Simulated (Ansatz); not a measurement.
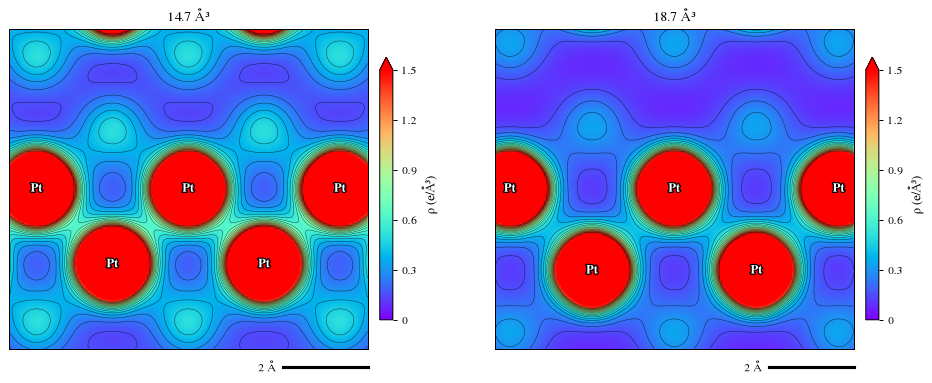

Pt. The valence electron density of cells scaled evenly to different volumes (given per atom above each panel), on the (110) plane of each (indices in the axes of the cell below), at one length scale and on one colour scale.

A generated structure, not necessarily the stable one; the program warned that a starting moment wasn't kept; spin-polarised, but the moments vanished.

Level of theory: Ansatz 0.2.0, DFT, PBE, plane waves (420 eV) with PAW, scalar-relativistic.

Core electrons are frozen (PAW), and the valence fields are smoothed inside the atomic spheres.

The largest cell:

```
Pt
1.0
    -2.22791    2.59830    1.39330
     2.59830   -2.22791    1.39330
     2.68647    2.68647   -0.71494
Pt
2
Direct
  0.01593 0.98407 0.00000
  0.73407 0.26593 0.50000
```

| volume (Å³/atom) | Pt–Pt contact in the plane (Å) | ρ at its midpoint (e/Å³) | 
| --- | --- | --- |
| 14.70 | 2.516 | 0.618 | 
| 16.70 | 2.626 | ? | 
| 18.70 | 2.727 | 0.413 | 

What values belong in the row with question marks?

Over the known rows ln ρ falls by 1.91 per Å of Pt–Pt distance (the line through the two), which gives 0.501 e/Å³ at 2.626 Å; the calculation gives 0.500 e/Å³.
